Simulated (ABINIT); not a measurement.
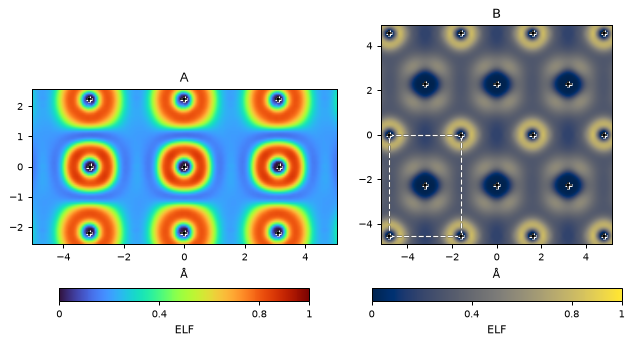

The ELF of 2 systems, each on a plane through atoms (crosses mark nuclei in the plane).

Level of theory: Kohn-Sham DFT of a periodic cell, PBEsol, PseudoDojo NC SR PBEsol v0.4.1 standard in ABINIT.

System 1: TaN, the (11̄0) plane of the conventional cell. Space group P1; a structure from a database of computed crystals, not necessarily the ambient phase; not relaxed (largest force 0.8 eV/Å); computed pressure about −9 GPa in this cell.

```
Ta N
1.0
    -2.21132    0.00000   -2.21132
    -2.21132    2.21132    0.00000
     0.00000    2.21132   -2.21132
Ta N
1 1
Direct
  0.47328 0.51353 0.52898
  0.01191 0.98710 0.01569
```

System 2: AlAu, the (101) plane of the conventional cell. Space group Pm-3m; a structure from a database of computed crystals, not necessarily the ambient phase; computed pressure about −5 GPa in this cell.

> Match each panel to its system.

Panel A is system 1, TaN: the plane holds Ta and N. Ta–Ta (3.13 Å): the ELF is about 0.20 at the midpoint: no localised pair shows between them. Panel B is system 2, AlAu: the plane holds Au and Al. Al–Au (2.79 Å): the ELF is about 0.40 at the midpoint.
